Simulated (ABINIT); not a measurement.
# Phonon calculation, with input and output: Hf (part 2 of 2)

Hf (P-1, 2 atoms in the cell); Kohn-Sham DFT of a periodic cell, LDA-Teter, PseudoDojo NC SR LDA v0.4.1 standard, no spin polarisation (ABINIT 10.8.3); cutoff 707.5 eV, 12×12×6 k-mesh, Gaussian smearing of 0.1 eV. The structure derives from an entry of the Crystallography Open Database.

Geometry of the input (Å; fractional positions):
```
3.1967  0.0000  0.0000
-1.5983  2.7684  0.0000
0.0000  0.0000  5.0578
Hf 0.6102  0.3170  0.7439
Hf 0.3293  0.6580  0.2672
```

## Log, continued
```
--- !EnergyTerms
iteration_state     : {dtset: 1, }
comment             : Components of total free energy in Hartree
kinetic             :  2.89426232204064E+01
hartree             :  1.43465158001971E+01
xc                  : -2.82425919051122E+01
Ewald energy        : -7.79391367982814E+01
psp_core            :  3.48620982262308E+00
local_psp           : -5.85608852582906E+01
non_local_psp       :  5.08083552755114E+00
internal            : -1.12886429590906E+02
'-kT*entropy'       : -3.35561193548050E-04
total_energy        : -1.12886765152100E+02
total_energy_eV     : -3.07180536861314E+03
band_energy         : -1.40966906177710E+01
...

 Cartesian components of stress tensor (hartree/bohr^3)
  sigma(1 1)=  2.94270956E-04  sigma(3 2)=  5.43470626E-07
  sigma(2 2)=  2.91857607E-04  sigma(3 1)= -1.73533316E-05
  sigma(3 3)=  2.61225918E-04  sigma(2 1)=  4.36996717E-05

-Cartesian components of stress tensor (GPa)         [Pressure= -8.3100E+00 GPa]
- sigma(1 1)=  8.65775042E+00  sigma(3 2)=  1.59894578E-02
- sigma(2 2)=  8.58674726E+00  sigma(3 1)= -5.10552643E-01
- sigma(3 3)=  7.68553186E+00  sigma(2 1)=  1.28568873E+00

================================================================================
== DATASET  2 ==================================================================

--- !DatasetInfo
iteration_state: {dtset: 2, }
dimensions: {natom: 2, nkpt: 436, mband: 20, nsppol: 1, nspinor: 1, nspden: 1, mpw: 1924, }
cutoff_energies: {ecut:  26.0, pawecutdg:  -1.0, }
electrons: {nelect:   2.40000000E+01, charge:   0.00000000E+00, occopt:   7.00000000E+00, tsmear:   3.67493000E-03, }
meta: {optdriver: 1, rfphon: 1, }
...

 mkfilename : getwfk/=0, take file _WFK from output of DATASET   1.

 Exchange-correlation functional for the present dataset will be:
  LDA: new Teter (4/93) with spin-polarized option - ixc=1
  S. Goedecker, M. Teter, J. Huetter, PRB 54, 1703 (1996)

 Real(R)+Recip(G) space primitive vectors, cartesian coordinates (Bohr,Bohr^-1):
 R(1)=  6.0408875  0.0000000  0.0000000  G(1)=  0.1655386  0.0955737  0.0000000
 R(2)= -3.0204438  5.2315620  0.0000000  G(2)=  0.0000000  0.1911475  0.0000000
 R(3)=  0.0000000  0.0000000  9.5578568  G(3)=  0.0000000  0.0000000  0.1046260
 Unit cell volume ucvol=  3.0205960E+02 bohr^3
 Angles (23,13,12)=  9.00000000E+01  9.00000000E+01  1.20000000E+02 degrees
 setup1 : take into account q-point for computing boxcut.

 getcut: wavevector=  0.0000  0.0000  0.0000  ngfft=  30  30  45
         ecut(hartree)=     26.000   => boxcut(ratio)=   2.00558
--------------------------------------------------------------------------------

 ==>  initialize data related to q vector <==

 The list of irreducible perturbations for this q vector is:
    1)    idir= 1    ipert=   1
    2)    idir= 2    ipert=   1
    3)    idir= 3    ipert=   1

================================================================================

 The perturbation idir=   1  ipert=   2 is
 symmetric of a previously calculated perturbation.
 So, its SCF calculation is not needed.

 The perturbation idir=   2  ipert=   2 is
 symmetric of a previously calculated perturbation.
 So, its SCF calculation is not needed.

 The perturbation idir=   3  ipert=   2 is
 symmetric of a previously calculated perturbation.
 So, its SCF calculation is not needed.

--------------------------------------------------------------------------------
 Perturbation wavevector (in red.coord.)   0.000000  0.000000  0.000000
 Perturbation : displacement of atom   1   along direction   1
 The set of symmetries contains only one element for this perturbation.
 symkpt : not enough symmetry to change the number of k points.

--------------------------------------------------------------------------------

--------------------------------------------------------------------------------

 dfpt_looppert : total number of electrons, from k and k+q
  fully or partially occupied states are    2.400000E+01 and    2.400000E+01.
 Initialisation of the first-order wave-functions :
  ireadwf=   0

--- !BeginCycle
iteration_state: {dtset: 2, }
solver: {iscf: 7, nstep: 80, nline: 4, wfoptalg: 0, }
tolerances: {tolvrs: 1.00E-07, }
...

     iter   2DEtotal(Ha)        deltaE(Ha) residm    vres2
-ETOT  1   1.0626340490243     -1.260E+03 2.018E+00 1.134E+02
 ETOT  2  0.58378656572029     -4.788E-01 1.883E-01 6.764E+01
 ETOT  3  0.56450945527661     -1.928E-02 4.029E-03 5.390E+01
 ETOT  4  0.55636979959479     -8.140E-03 6.636E-04 1.634E+01
 ETOT  5  0.55243350586318     -3.936E-03 5.494E-05 7.513E-01
 ETOT  6  0.55220751735544     -2.260E-04 1.108E-05 2.765E-03
 ETOT  7  0.55220620620469     -1.311E-06 1.802E-06 5.086E-04
 ETOT  8  0.55220591822547     -2.880E-07 3.444E-07 3.425E-06
 ETOT  9  0.55220591639329     -1.832E-09 4.810E-08 1.337E-07
 ETOT 10  0.55220591631348     -7.981E-11 1.170E-08 5.396E-09

 At SCF step   10       vres2   =  5.40E-09 < tolvrs=  1.00E-07 =>converged.
================================================================================

 ----iterations are completed or convergence reached----

 Mean square residual over all n,k,spin=   10.863E-12; max=  11.698E-09

 2DEtotal=    0.5522059163E+00 Ha. Also 2DEtotal=    0.150262884761E+02 eV
    (2DErelax=   -1.2600169560E+03 Ha. 2DEnonrelax=    1.2605691619E+03 Ha)
    (  non-var. 2DEtotal :    5.5222205017E-01 Ha)

--------------------------------------------------------------------------------
 Perturbation wavevector (in red.coord.)   0.000000  0.000000  0.000000
 Perturbation : displacement of atom   1   along direction   2
 The set of symmetries contains only one element for this perturbation.
 symkpt : not enough symmetry to change the number of k points.

--------------------------------------------------------------------------------

--------------------------------------------------------------------------------

 dfpt_looppert : total number of electrons, from k and k+q
  fully or partially occupied states are    2.400000E+01 and    2.400000E+01.
 Initialisation of the first-order wave-functions :
  ireadwf=   0

--- !BeginCycle
iteration_state: {dtset: 2, }
solver: {iscf: 7, nstep: 80, nline: 4, wfoptalg: 0, }
tolerances: {tolvrs: 1.00E-07, }
...

     iter   2DEtotal(Ha)        deltaE(Ha) residm    vres2
-ETOT  1   1.2037379972777     -1.258E+03 2.023E+00 1.266E+02
 ETOT  2  0.72182525375990     -4.819E-01 1.908E-01 5.731E+01
 ETOT  3  0.69670516003760     -2.512E-02 3.780E-03 2.963E+01
 ETOT  4  0.69177687869058     -4.928E-03 7.280E-04 8.835E+00
 ETOT  5  0.68973456669062     -2.042E-03 4.360E-05 9.274E-01
 ETOT  6  0.68949031575369     -2.443E-04 1.229E-05 2.660E-03
 ETOT  7  0.68948910939378     -1.206E-06 1.171E-06 4.777E-04
 ETOT  8  0.68948880101664     -3.084E-07 3.372E-07 1.699E-06
 ETOT  9  0.68948879993820     -1.078E-09 4.769E-08 7.550E-08

 At SCF step    9       vres2   =  7.55E-08 < tolvrs=  1.00E-07 =>converged.
================================================================================

 ----iterations are completed or convergence reached----

 Mean square residual over all n,k,spin=   60.427E-12; max=  47.688E-09

 2DEtotal=    0.6894887999E+00 Ha. Also 2DEtotal=    0.187619460474E+02 eV
    (2DErelax=   -1.2584263891E+03 Ha. 2DEnonrelax=    1.2591158779E+03 Ha)
    (  non-var. 2DEtotal :    6.8949210394E-01 Ha)

--------------------------------------------------------------------------------
 Perturbation wavevector (in red.coord.)   0.000000  0.000000  0.000000
 Perturbation : displacement of atom   1   along direction   3
 The set of symmetries contains only one element for this perturbation.
 symkpt : not enough symmetry to change the number of k points.

--------------------------------------------------------------------------------

--------------------------------------------------------------------------------

 dfpt_looppert : total number of electrons, from k and k+q
  fully or partially occupied states are    2.400000E+01 and    2.400000E+01.
 Initialisation of the first-order wave-functions :
  ireadwf=   0

--- !BeginCycle
iteration_state: {dtset: 2, }
solver: {iscf: 7, nstep: 80, nline: 4, wfoptalg: 0, }
tolerances: {tolvrs: 1.00E-07, }
...

     iter   2DEtotal(Ha)        deltaE(Ha) residm    vres2
-ETOT  1   16.128880194198     -3.571E+03 4.840E+00 5.093E+04
 ETOT  2   112.67822180898      9.655E+01 9.381E-01 4.881E+05
 ETOT  3   19.054815918556     -9.362E+01 4.061E-01 6.119E+04
 ETOT  4   3.8158713854962     -1.524E+01 1.915E-02 3.818E+01
 ETOT  5   3.7992967810858     -1.657E-02 2.626E-03 5.143E-01
 ETOT  6   3.7990806200430     -2.162E-04 1.031E-04 1.799E-02
 ETOT  7   3.7990732490168     -7.371E-06 3.521E-05 7.569E-04
 ETOT  8   3.7990729591127     -2.899E-07 1.706E-06 2.901E-05
 ETOT  9   3.7990729503715     -8.741E-09 8.187E-07 1.535E-06
 ETOT 10   3.7990729499213     -4.497E-10 4.049E-08 1.691E-08

 At SCF step   10       vres2   =  1.69E-08 < tolvrs=  1.00E-07 =>converged.
================================================================================

 ----iterations are completed or convergence reached----

 Mean square residual over all n,k,spin=   77.621E-12; max=  40.487E-09

 2DEtotal=    0.3799072950E+01 Ha. Also 2DEtotal=    0.103378041417E+03 eV
    (2DErelax=   -3.5835166591E+03 Ha. 2DEnonrelax=    3.5873157320E+03 Ha)
    (  non-var. 2DEtotal :    3.7991026590E+00 Ha)

================================================================================

 ---- first-order wavefunction calculations are completed ----

 ==> Compute Derivative Database <==

  Dynamical matrix, in cartesian coordinates,
   if specified in the inputs, asr has been imposed
     j1       j2             matrix element
  dir pert dir pert     real part    imaginary part

   1    1   1    1         0.0151314882        -0.0000000000
   1    1   2    1        -0.0018413585        -0.0000000000
   1    1   3    1        -0.0006918169        -0.0000000000
   1    1   1    2        -0.0151314882         0.0000000000
   1    1   2    2         0.0018413585         0.0000000000
   1    1   3    2         0.0006918169         0.0000000000

   2    1   1    1        -0.0018413585        -0.0000000000
   2    1   2    1         0.0180237726         0.0000000000
   2    1   3    1         0.0002504171        -0.0000000000
   2    1   1    2         0.0018413585         0.0000000000
   2    1   2    2        -0.0180237726        -0.0000000000
   2    1   3    2        -0.0002504171         0.0000000000

   3    1   1    1        -0.0006918169        -0.0000000000
   3    1   2    1         0.0002504171        -0.0000000000
   3    1   3    1         0.0415869345        -0.0000000000
   3    1   1    2         0.0006918169         0.0000000000
   3    1   2    2        -0.0002504171         0.0000000000
   3    1   3    2        -0.0415869345         0.0000000000

   1    2   1    1        -0.0151314882        -0.0000000000
   1    2   2    1         0.0018413585        -0.0000000000
   1    2   3    1         0.0006918169        -0.0000000000
   1    2   1    2         0.0151314882         0.0000000000
   1    2   2    2        -0.0018413585         0.0000000000
   1    2   3    2        -0.0006918169         0.0000000000

   2    2   1    1         0.0018413585        -0.0000000000
   2    2   2    1        -0.0180237726         0.0000000000
   2    2   3    1        -0.0002504171        -0.0000000000
   2    2   1    2        -0.0018413585         0.0000000000
   2    2   2    2         0.0180237726        -0.0000000000
   2    2   3    2         0.0002504171         0.0000000000

   3    2   1    1         0.0006918169        -0.0000000000
   3    2   2    1        -0.0002504171        -0.0000000000
   3    2   3    1        -0.0415869345        -0.0000000000
   3    2   1    2        -0.0006918169         0.0000000000
   3    2   2    2         0.0002504171         0.0000000000
   3    2   3    2         0.0415869345         0.0000000000

  Phonon wavevector (reduced coordinates) :  0.00000  0.00000  0.00000
 Phonon energies in Hartree :
   0.000000E+00  0.000000E+00  0.000000E+00  2.957191E-04  3.409073E-04
   5.057323E-04
 Phonon frequencies in cm-1    :
   0.000000E+00  0.000000E+00  0.000000E+00  6.490283E+01  7.482050E+01
   1.109954E+02

== END DATASET(S) ==============================================================
================================================================================

 -outvars: echo values of variables after computation  --------
            acell      6.0408875067E+00  6.0408875067E+00  9.5578567996E+00 Bohr
           etotal1    -1.1288676515E+02
           etotal2     3.7990729499E+00
            fcart1     5.0511390550E-03  4.5096061412E-04  6.5119929833E-03
                      -5.0511390550E-03 -4.5096061412E-04 -6.5119929833E-03
            fcart2     0.0000000000E+00  0.0000000000E+00  0.0000000000E+00
                       0.0000000000E+00  0.0000000000E+00  0.0000000000E+00
            rprim      1.0000000000E+00  0.0000000000E+00  0.0000000000E+00
                      -5.0000000000E-01  8.6602540380E-01  0.0000000000E+00
                       0.0000000000E+00  0.0000000000E+00  1.0000000000E+00
           strten1     2.9427095555E-04  2.9185760707E-04  2.6122591850E-04
                       5.4347062555E-07 -1.7353331632E-05  4.3699671681E-05
           strten2     0.0000000000E+00  0.0000000000E+00  0.0000000000E+00
                       0.0000000000E+00  0.0000000000E+00  0.0000000000E+00
           xangst      1.4438295137E+00  8.7765389418E-01  3.7627300788E+00
                       1.0836813000E-03  1.8215118657E+00  1.3512721948E+00
             xred      6.1017400000E-01  3.1702300000E-01  7.4394600000E-01
                       3.2931900000E-01  6.5796000000E-01  2.6716600000E-01
 Calculation completed.
```

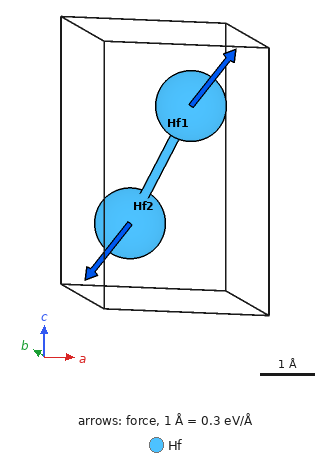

Figure 1. Forces on the atoms as blue arrows (ball-and-stick view of the cell of the calculation, seen slightly off an axis; atoms are numbered from 1 in the order of the input). The largest act on Hf1, Hf2 (0.42 eV/Å). The geometry is not a stationary point of this energy.

## Key numbers

- outcome: converged
- space group (tolerance 0.01 Å): P-1 (2)
- electrons treated: 24
- free energy: −3071.8054 eV
- Fermi energy: 10.318 eV
- gap on the k-point mesh: none (metallic)
- pressure: −8.31 GPa
- largest force (length of the vector): 0.424 eV/Å
- hardware: 4 threads of Intel Xeon @ 2.50GHz (Skylake/Cascade Lake), 189 GiB of memory available, shared host
- wall time: 22 min (CPU time 89 min)
- peak memory: 1.1 GiB

## Remarks

Settings chosen away from the usual ones: diemac set to 1.0. Points of doubt noted for this run: atoms not at rest. Spin–orbit coupling is left out, which matters for Hf. The cell is under a tension of 8.3 GPa at this level, so it is not at its equilibrium volume.
